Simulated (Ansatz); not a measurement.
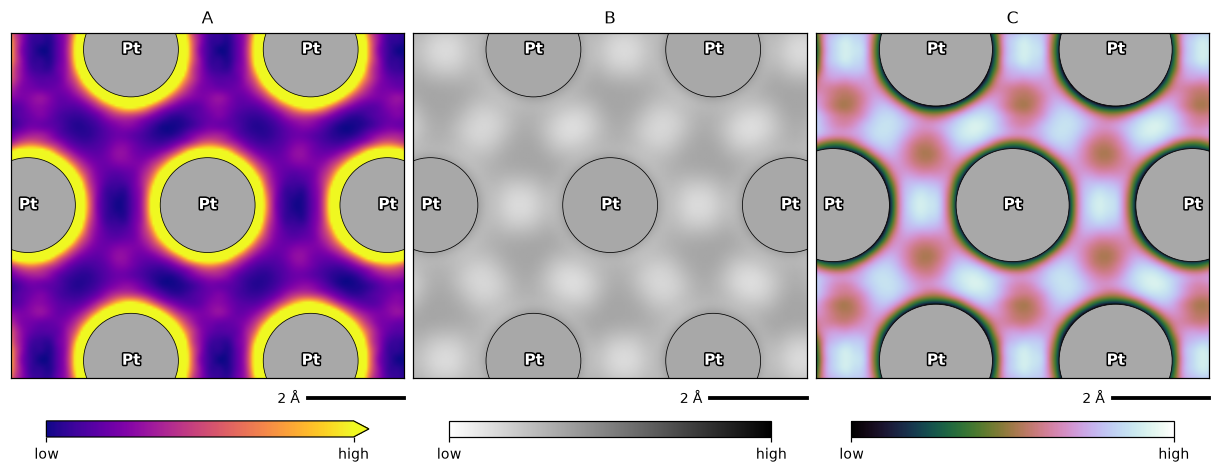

PtSe₂: 3 fields on the (100) plane of the conventional cell, with unlabelled colour scales. Grey discs cover the atomic cores.

Space group P2/c; a point of a scan over the structure, not its minimum; not relaxed (largest force 1.1 eV/Å); PAW files of the earlier set (soft_1).

The calculation used DFT LDA+D3(BJ), scalar-relativistic, plane waves, PAW (Ansatz 0.2.0).

> Which field does each panel show? The fields are: electron localisation function, electrostatic potential energy of an electron and valence pseudo-density.

Panel A: valence pseudo-density. Panel B: electron localisation function. Panel C: electrostatic potential energy of an electron (low next to the atoms, rising into the space between them).
